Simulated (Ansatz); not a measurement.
# Ag3AuSe2 (I4_132): band gap by G0W0 on r2SCAN

How far does one-shot GW move the r2SCAN gap of Ag3AuSe2 (I4_132)?

Calculated with Ansatz 0.2.0; r2SCAN, then G0W0 on it, plane waves, PAW.

In doubt: one-shot GW on d or f shells is unsure (step 3), so the values of those runs are not to be relied on.

## 1. The structure

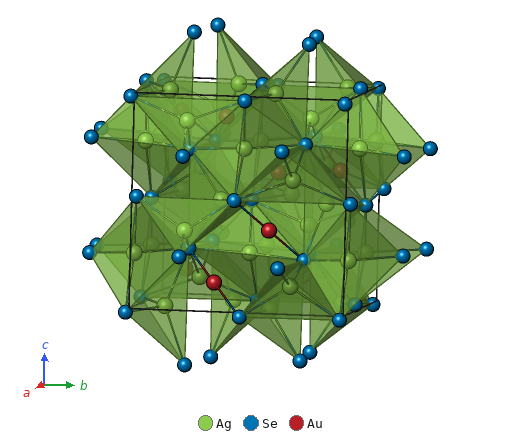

The cell as given, slightly off an axis (silver green, selenium blue, gold red). This picture shows the conventional cell, with its axes. Bonds to atoms that aren't drawn are left out. Some periodic images of atoms are drawn too.

Geometry: measured cell, ions relaxed with r2SCAN. The runs that relaxed it are not among those shown. Spin-orbit coupling is left out unless a step names it. The default PAW set here is soft_2. Its files were made with PBE.

## 2. The r2SCAN band structure

Levels along a band path and on the mesh show where this functional puts the band edges.

This step: DFT, r2SCAN, plane waves, PAW.

The input, input.yaml:

```yaml
crystal:
  lattice:
    - [-4.975, 4.975, 4.975]
    - [4.975, -4.975, 4.975]
    - [4.975, 4.975, -4.975]
  atoms:
    - { symbol: Ag, position: [0.25, 0.6207106707, 0.3707106707] }
    - { symbol: Ag, position: [0.6207106707, 0.75, 0.3707106707] }
    - { symbol: Ag, position: [0.75, 0.8792893293, 0.1292893293] }
    - { symbol: Ag, position: [0.8792893293, 0.25, 0.1292893293] }
    - { symbol: Ag, position: [0.3707106707, 0.25, 0.6207106707] }
    - { symbol: Ag, position: [0.3707106707, 0.6207106707, 0.75] }
    - { symbol: Ag, position: [0.1292893293, 0.75, 0.8792893293] }
    - { symbol: Ag, position: [0.1292893293, 0.8792893293, 0.25] }
    - { symbol: Ag, position: [0.25, 0.1292893293, 0.8792893293] }
    - { symbol: Ag, position: [0.6207106707, 0.3707106707, 0.25] }
    - { symbol: Ag, position: [0.75, 0.3707106707, 0.6207106707] }
    - { symbol: Ag, position: [0.8792893293, 0.1292893293, 0.75] }
    - { symbol: Se, position: [0.5378148057, 0.5378148057, 0.5378148057] }
    - { symbol: Se, position: [0.5378148057, 0.5, 0.0] }
    - { symbol: Se, position: [0.5, 0.0, 0.9621851943] }
    - { symbol: Se, position: [0.0, 0.5378148057, 0.5] }
    - { symbol: Se, position: [0.9621851943, 0.5, 0.0] }
    - { symbol: Se, position: [0.9621851943, 0.9621851943, 0.9621851943] }
    - { symbol: Se, position: [0.0, 0.9621851943, 0.5] }
    - { symbol: Se, position: [0.5, 0.0, 0.5378148057] }
    - { symbol: Au, position: [0.25, 0.25, 0.25] }
    - { symbol: Au, position: [0.25, 0.5, 0.0] }
    - { symbol: Au, position: [0.5, 0.0, 0.25] }
    - { symbol: Au, position: [0.0, 0.25, 0.5] }
kpoints:
  mp_grid: { grid: [4, 4, 4] }
  band_path:
    path:
      - [[0.0, 0.0, 0.0], [0.5, -0.5, 0.5], [0.0, 0.0, 0.5], [0.0, 0.0, 0.0], [0.25, 0.25, 0.25], [0.5, -0.5, 0.5]]
      - [[0.25, 0.25, 0.25], [0.0, 0.0, 0.5]]
    npoints: 10
hamiltonian:
  xc: r2scan
scf:
  occupations: { method: fermi_dirac, width: 0.02 }
  n_extra_bands: 12
output:
  eigenvalues: true
```

Run with:

```
$ ansatz run input.yaml --threads 16 --pin off --max-ram 82944MiB --backend cuda --events-out ev --progress --plain --runs-dir out --devices 1 --max-vram 78GiB
```

Numbers of over 12 decimals in the logs are rounded to 6 here.

The program printed:

```text
scf.n_extra_bands = 12 over 216 filled bands (N_el = 432.0): the run solves 228 bands
GPUs: using 1 of 1 available (devices: 1).
Engine: ansatz 0.2.0, aarch64-unknown-linux-gnu
Pseudopotentials: kind: paw
Pseudopotential: Ag, paw, valence charge 19, recommended cutoff 500 eV (meta_gga), Ag.paw.azcp
Pseudopotential: Se, paw, valence charge 16, recommended cutoff 500 eV (meta_gga), Se.paw.azcp
Pseudopotential: Au, paw, valence charge 19, recommended cutoff 500 eV (meta_gga), Au.paw.azcp
Functional definition: r2SCAN
  parameter k0 = 0.174
  parameter k1 = 0.065
  parameter a1 = 4.9479
  exchange = r2scan_x(k0 = k0, k1 = k1, a1 = a1)
  correlation = r2scan_c
[...]
Crystal: 24 atoms, lattice volume = 492.537 Å³
Basis set: ecut = 500 eV, 12527 PW (Γ), exchange–correlation on 256×256×256 points (64 copies of the dense FFT grid, shifted against one another)
Bands: 228, of which v1, the nominal top of the filled ones, is band 216 counted from 1 (215 counted from 0)
Symmetry: 24 space group operations
Space group: I4132 (ITA 214), of the structure as read, at distance tolerance 7.9e-5 Å
k-points: 8 of 64
Non-local potential: Ag, projectors of the file, l = 0: 3, l = 1: 2, l = 2: 2, l = 3: 1
Non-local potential: Se, projectors of the file, l = 0: 2, l = 1: 2, l = 2: 3, l = 3: 1
Non-local potential: Au, projectors of the file, l = 0: 3, l = 1: 2, l = 2: 2, l = 3: 1
PAW form: soft (Blöchl's): semilocal exchange-correlation on the pseudo side does not see the compensation charge
PAW frozen core: Ag, regenerated for the run's functional (the file was generated under x = pbe(κ = 0.804, μ = 0.219515), c = pbe(β = 0.066725))
PAW frozen core: Se, regenerated for the run's functional (the file was generated under x = pbe(κ = 0.804, μ = 0.219515), c = pbe(β = 0.066725))
PAW frozen core: Au, regenerated for the run's functional (the file was generated under x = pbe(κ = 0.804, μ = 0.219515), c = pbe(β = 0.066725))
PAW one-centre angular grid: Ag, 590 points (default); XC on 160 Gauss nodes
PAW one-centre angular grid: Se, 590 points (default); XC on 160 Gauss nodes
PAW one-centre angular grid: Au, 590 points (default); XC on 160 Gauss nodes
Initial density: superposition of atomic densities (neutral atoms: chi_scale 0, normalization atom), corrected by the library's trained network
Initial wavefunctions: pseudopotential atomic-orbital guess
[...]
Functional: x = r2scan, c = r2scan; τ floored in thin density (d = 2e-4 eV/Å³)
SCF iter   1: F=—  HF=-187729.918737 eV  |F-HF|=—  |Δ(HF+E_count)|=         —  Δρ=1.10e-2  dr2=5.77e-1  dr2_τ=1.07e-1  ethr=1.77e-3  ⟨swp⟩=5.2  Hψ=5976  notcnv=0
preconditioner: auto → Resta (q_TF=auto, 2.669 Å⁻¹)  ε∞=13.0  [insulator: Δε(μ)=0.470 eV  Ē_g=7.230 eV  σ=0.020 eV  W_gap=1.00  n_scr=140 (ndim 8)  ℏωp=25.0 eV  f_vac=0.058  D(μ)=0.00/eV (n_scr^D=0)  ε∞_Penn≈13.0]
SCF iter   2: F=—  HF=-187729.857040 eV  |F-HF|=—  |Δ(HF+E_count)|=   6.17e-2  Δρ=5.19e-3  dr2=1.14e-1  dr2_τ=1.53e-2  ethr=1.34e-4  ⟨swp⟩=2.0  Hψ=3080  notcnv=0  defer=32
SCF iter   3: F=—  HF=-187729.869492 eV  |F-HF|=—  |Δ(HF+E_count)|=   1.25e-2  Δρ=1.99e-3  dr2=2.35e-2  dr2_τ=7.04e-4  ethr=2.64e-5  ⟨swp⟩=2.0  Hψ=2615  notcnv=0  defer=32
SCF iter   4: F=—  HF=-187729.874887 eV  |F-HF|=—  |Δ(HF+E_count)|=   5.39e-3  Δρ=4.66e-4  dr2=9.45e-4  dr2_τ=1.67e-4  ethr=5.43e-6  ⟨swp⟩=2.0  Hψ=2752  notcnv=0  defer=32
SCF iter   5: F=—  HF=-187729.863992 eV  |F-HF|=—  |Δ(HF+E_count)|=   1.09e-2  Δρ=2.14e-4  dr2=2.88e-4  dr2_τ=1.32e-5  ethr=2.19e-7  ⟨swp⟩=2.0  Hψ=3390  notcnv=0  defer=32
SCF iter   6: F=—  HF=-187729.864025 eV  |F-HF|=—  |Δ(HF+E_count)|=   3.28e-5  Δρ=8.44e-5  dr2=4.77e-5  dr2_τ=1.65e-6  ethr=6.67e-8  ⟨swp⟩=2.0  Hψ=2688  notcnv=0  defer=32
SCF iter   7: F=—  HF=-187729.869613 eV  |F-HF|=—  |Δ(HF+E_count)|=   5.59e-3  Δρ=2.60e-5  dr2=6.79e-6  dr2_τ=4.17e-7  ethr=1.10e-8  ⟨swp⟩=2.9  Hψ=3398  notcnv=0  defer=32
SCF iter   8: F=—  HF=-187729.869613 eV  |F-HF|=—  |Δ(HF+E_count)|=   1.70e-7  Δρ=1.03e-5  dr2=1.08e-6  dr2_τ=3.02e-8  ethr=1.57e-9  ⟨swp⟩=2.0  Hψ=3008  notcnv=0  defer=32
[...]
SCF 1 converged in 9 iterations: F = -187729.869613 eV  dr2 = 5.95e-8
[...]
SCF converged after 9 iterations
[...]
k-point 2: bands = ["-94.5913", "-94.5913", "-94.5912", "-94.5912", "-81.0441", "-81.0440", "-81.0433", "-81.0432", "-81.0429", "-81.0424", "-81.0417", "-81.0413", "-81.0409", "-81.0408", "-81.0402", "-81.0400", "-45.6580", "-45.6579", "-45.6578", "-45.6578", "-45.3638", "-45.3637", "-45.3630", "-45.3615", "-45.3592", "-45.3578", "-45.3570", "-45.3569", "-43.7198", "-43.7166", "-43.7156", "-43.7154", "-43.7154", "- [...]
  k-point 7: bands = ["-94.5913", "-94.5913", "-94.5913", "-94.5912", "-81.0437", "-81.0437", "-81.0437", "-81.0432", "-81.0432", "-81.0432", "-81.0410", "-81.0410", "-81.0410", "-81.0405", "-81.0405", "-81.0405", "-45.6580", "-45.6578", "-45.6578", "-45.6578", "-45.3638", "-45.3638", "-45.3638", "-45.3594", "-45.3594", "-45.3594", "-45.3568", "-45.3568", "-43.7202", "-43.7202", "-43.7197", "-43.7083", "-43.7083", "- [...]
```

Run time: 5.6 s. Hardware: 1 × NVIDIA GB200 (shared by 2 runs) with 16 threads of Arm Neoverse V2, shared host; peak memory 2.1 GiB.

The column dr2 measures how far the density is from self-consistency, as an energy; F and HF (Harris–Foulkes) agree once it is small.

Numbers from this step:

- filled bands: 216
- gap: 0.4697 eV
- valence top at: Γ
- conduction bottom at: Γ
- least direct gap: 0.4697 eV

Over mesh and path the gap is 0.470 eV, direct, at k = Γ.

Electronic bands along the path, in eV, zero at the top of the highest nominally filled band:

```csv
point,band 213,band 214,band 215,band 216,band 217,band 218,band 219,band 220
Γ,-0.28,-0.28,0.00,0.00,0.47,0.84,0.84,1.23
H,-0.84,-0.72,-0.72,-0.72,2.10,2.10,2.10,2.64
N,-0.54,-0.43,-0.27,-0.06,1.31,1.88,2.30,2.35
Γ,-0.28,-0.28,0.00,0.00,0.47,0.84,0.84,1.23
P,-0.56,-0.56,-0.49,-0.49,2.11,2.11,2.82,2.82
H,-0.84,-0.72,-0.72,-0.72,2.10,2.10,2.10,2.64
jump to P,-0.56,-0.56,-0.49,-0.49,2.11,2.11,2.82,2.82
N,-0.54,-0.43,-0.27,-0.06,1.31,1.88,2.30,2.35
```

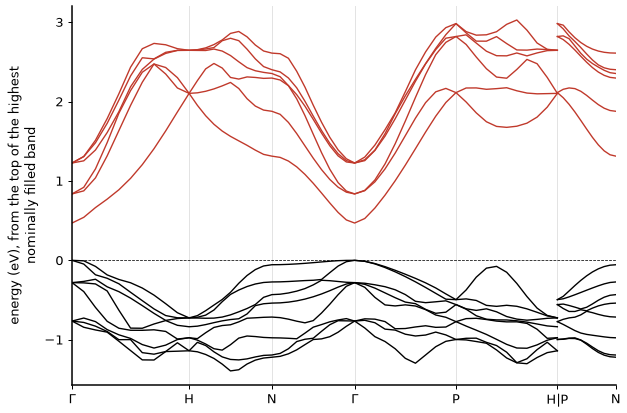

Electronic bands along the path; lines of filled and empty bands in two colours.

## 3. The quasiparticle correction

G0W0 replaces the xc potential by a self-energy built once from the orbitals of the start. Levels are corrected in the window of bands that the input names, at points of the mesh.

This step: G0W0 on r2SCAN, plane waves, PAW.

Changes to input.yaml since step 2:

```diff
@@ -31,14 +31,13 @@
 kpoints:
-  mp_grid: { grid: [4, 4, 4] }
-  band_path:
-    path:
-      - [[0.0, 0.0, 0.0], [0.5, -0.5, 0.5], [0.0, 0.0, 0.5], [0.0, 0.0, 0.0], [0.25, 0.25, 0.25], [0.5, -0.5, 0.5]]
-      - [[0.25, 0.25, 0.25], [0.0, 0.0, 0.5]]
-    npoints: 10
+  mp_grid: { grid: [2, 2, 2] }
 hamiltonian:
   xc: r2scan
+  pseudopotentials: { kind: paw, source: ansatz }
 scf:
-  occupations: { method: fermi_dirac, width: 0.02 }
-  n_extra_bands: 12
-output:
-  eigenvalues: true
+  occupations: { method: fixed }
+gw:
+  n_empty_bands: 5240
+  ecut_chi: 280.0
+  qp_bands: [v4, c4]
+  qp_kpoints: band_edges
+  screening: { model: contour_deformation }
```

The program printed:

```text
GPUs: using 1 of 1 available (devices: 1).
[...]
Crystal: 24 atoms, lattice volume = 492.537 Å³
Basis set: ecut = 930 eV, 31677 PW (Γ), exchange–correlation on 432×432×432 points (64 copies of the dense FFT grid, shifted against one another)
Bands: 260, of which v1, the nominal top of the filled ones, is band 216 counted from 1 (215 counted from 0)
Symmetry: 24 space group operations
[...]
k-points: 3 of 8
[...]
SCF iter   1: F=—  HF=-188040.015826 eV  |F-HF|=—  |Δ(HF+E_count)|=         —  Δρ=8.97e-2  dr2=8.24e1  dr2_τ=1.04e1  ethr=3.10e-3  ⟨swp⟩=4.3  Hψ=2122  notcnv=0  defer=121
[...]
SCF iter   6: F=—  HF=-188025.234841 eV  |F-HF|=—  |Δ(HF+E_count)|=   4.03e-3  Δρ=4.91e-4  dr2=1.90e-3  dr2_τ=2.39e-4  ethr=5.46e-6  ⟨swp⟩=2.0  Hψ=1014  notcnv=0  defer=124
[...]
SCF iter   9: F=—  HF=-188025.234949 eV  |F-HF|=—  |Δ(HF+E_count)|=   1.19e-5  Δρ=1.74e-5  dr2=2.85e-6  dr2_τ=1.45e-7  ethr=1.59e-8  ⟨swp⟩=2.0  Hψ=1201  notcnv=0  defer=110
[...]
SCF iter  11: F=-188025.234950 eV  HF=-188025.234950 eV  |F-HF|=6.98e-10  |Δ(HF+E_count)|=   4.25e-8  Δρ=1.22e-6  dr2=8.03e-9  dr2_τ=2.33e-9  ethr=2.31e-11  ⟨swp⟩=11.3  Hψ=3921  notcnv=0
SCF 1 converged in 11 iterations: F = -188025.234950 eV  dr2 = 8.03e-9
[...]
SCF converged after 11 iterations
[...]
--- G₀W₀: contour deformation, 9 samples at zero and on the imaginary axis and 2 off it, 8 q-points, 5240 empty bands' worth ---
  eigenvalues of the whole cell's RPA ε∞ on this k-mesh (on a slab, of 1 + 4πα/V) = 22.9197, 22.9197, 22.9197; static W/v taken at q = 0 is 0.043631
  bands read: the sum over 5456 bands ends inside a degenerate multiplet in 1 slot, whose members it reads at an even weight; the widest, k=0: bands 5456 to 5458 (counted from 1) at 1/3 each
  gw.qp_kpoints: band_edges: 3 of 3 stored k-points solved, in 1 pass; an edge of the gap read off the rows below is read off those points alone
    ik  band        ε_KS         Σx   Σc(E_QP)       V_xc       Z   E_QP_lin       E_QP  E_QP is
     0   213     13.5343   -24.6133     2.3778   -21.8806  0.7394    13.1723    13.1795  root
     0   214     13.5343   -24.6133     2.3778   -21.8806  0.7394    13.1723    13.1795  root
     0   215     13.8145   -24.4523     2.2871   -21.8004  0.7421    13.4420    13.4496  root
     0   216     13.8145   -24.4523     2.2871   -21.8004  0.7421    13.4420    13.4496  root
     0   217     14.2755   -13.3605    -3.6583   -16.8288  0.7666    14.0866    14.0855  root
     0   218     14.6301   -10.7825    -3.3205   -13.8841  0.7741    14.4127    14.4113  root
     0   219     14.6301   -10.7825    -3.3205   -13.8841  0.7741    14.4127    14.4113  root
     0   220     15.0269   -11.9467    -3.7873   -15.5494  0.7698    14.8434    14.8423  root
     1   213     13.2735   -24.2924     2.4634   -21.4496  0.7364    12.8853    12.8941  root
     1   214     13.3776   -24.5497     2.3885   -21.7771  0.7387    12.9843    12.9934  root
     1   215     13.5354   -25.1290     2.3299   -22.4418  0.7412    13.1708    13.1781  root
     1   216     13.7578   -24.3635     2.2297   -21.7677  0.7424    13.3840    13.3915  root
     1   217     15.1174   -11.7209    -3.7895   -15.3115  0.7663    14.9198    14.9185  root
     1   218     15.6777   -12.7690    -3.4239   -16.0377  0.7631    15.5233    15.5225  root
     1   219     16.0975   -11.3553    -3.9653   -15.1423  0.7624    15.9204    15.9193  root
     1   220     16.1522   -11.1376    -3.9238   -14.8769  0.7627    15.9689    15.9677  root
     2   213     12.9500   -26.4575     2.3769   -23.7096  0.7392    12.5708    12.5789  root
     2   214     13.0812   -26.5985     2.7620   -23.4753  0.7338    12.7122    12.7199  root
     2   215     13.0812   -26.5985     2.7620   -23.4753  0.7338    12.7122    12.7199  root
     2   216     13.0812   -26.5985     2.7620   -23.4753  0.7338    12.7122    12.7199  root
     2   217     15.8998   -10.9248    -3.6897   -14.4215  0.7663    15.7080    15.7067  root
     2   218     15.8998   -10.9248    -3.6897   -14.4215  0.7663    15.7080    15.7067  root
     2   219     15.8998   -10.9248    -3.6897   -14.4215  0.7663    15.7080    15.7067  root
     2   220     16.4440   -12.3409    -3.8719   -16.0839  0.7564    16.3156    16.3150  root
```

The job ended after 4.4 min (1 × NVIDIA GB200 (shared by 2 runs) with 16 threads; peak memory 35 GiB).

This step gave:

- bands summed: 5456
- RPA ε∞ on this mesh (eigenvalues): 22.92, 22.92, 22.92
- plane waves in the screening matrix: 5281
- q-points in the mesh: 8
- G0W0 gap over the corrected points: 0.6359 eV
- k of the valence top: 0, 0, 0
- k of the conduction bottom: 0, 0, 0
- starting gap on the mesh: 0.4610 eV
- Z at the valence top: 0.7421
- Z at the conduction bottom: 0.7666
- least direct G0W0 gap over the corrected points: 0.6359 eV

Over all 3 irreducible mesh points the G0W0 gap is 0.636 eV, direct, at k = Γ. The r2SCAN gap of this run on the mesh is 0.461 eV. The two states that bound the G0W0 gap lie that far apart at the start, so the correction of the gap is 0.636 − 0.461 = +0.175 eV. The start of this run differs from the step before in mesh (4×4×4 and 2×2×2), files (soft_2 PAW and hard PAW) and plane-wave cutoff (500 eV and 930 eV). The program's warnings for this run: metallic iterate.

Labels follow the order of the start: v1 is the top filled band, c1 the lowest empty one; levels that stay degenerate share a row, the window can cut a multiplet, doubted levels are not marked in this list, bands outside the window were not corrected, and the list may be a part of the corrected levels. Levels before and after the correction, in eV, zero at the valence-band top of each column:

```csv
,conduction bottom,valence top
Kohn-Sham,0.46,0.00
G0W0,0.64,0.00
```

```csv
,level,occupation,energy (eV)
Kohn-Sham,Γ v4-v3,2,-0.280
Kohn-Sham,Γ v2-v1,2,0.000
Kohn-Sham,Γ c1,0,0.461
Kohn-Sham,Γ c2-c3,0,0.816
Kohn-Sham,Γ c4,0,1.212
G0W0,Γ v4-v3,2,-0.270
G0W0,Γ v2-v1,2,0.000
G0W0,Γ c1,0,0.636
G0W0,Γ c2-c3,0,0.962
G0W0,Γ c4,0,1.393
```

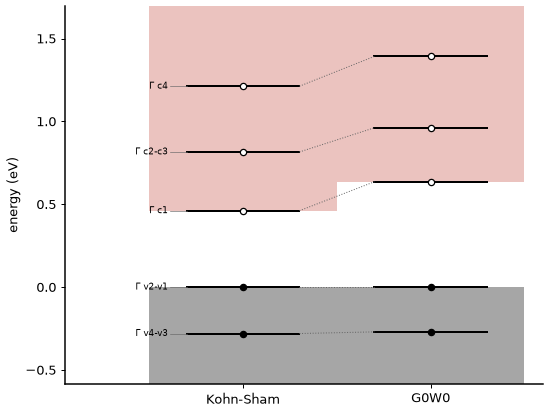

Levels before and after the correction. Shaded: valence and conduction bands. Filled marks are occupied levels, open marks empty ones.

The parts of the quasiparticle energy for the two states that bound the G0W0 gap, in eV on the run's own scale (QP = start + Σx + Σc − Vxc, with Σc at the quasiparticle energy):

```csv
edge,k,band,start,Σx,Σc,Vxc,Z,QP
valence top,Γ,215,13.815,−24.452,2.287,−21.800,0.742,13.450
conduction bottom,Γ,217,14.275,−13.361,−3.658,−16.829,0.767,14.085
```

(Continued in part 2 of 2.)

[Paths, hosts, dates, memory and timing lines, banners, echoed tables and standing remarks are left out of the program output.]

[Logs are printed without paths, hosts, clocks, repeated set-up lines and the standing remarks that a program may print on its own settings, such as how far it seeks lower states.]

[Runs of the session that timed out or met a known fault of the program may be left out.]

[Cells called generated may have been cut or substituted from an entry of the Crystallography Open Database or the Materials Project.]

[Hosts, paths, dates, database ids (printed as entryN), source tags and the programs' standing remarks are cut or masked in the printed files.]

[Where an RPA ε∞ is given, it is that of the G0W0 mesh and is not shown converged in it. Names of k-points follow the symmetry that the program found, which can be lower than the space group named. Band edges on a path are those of the sampled points; other points can move an edge, and change direct to indirect where valleys lie close.]

[Hybrid gaps are those of their k-mesh and are not shown converged in it.]
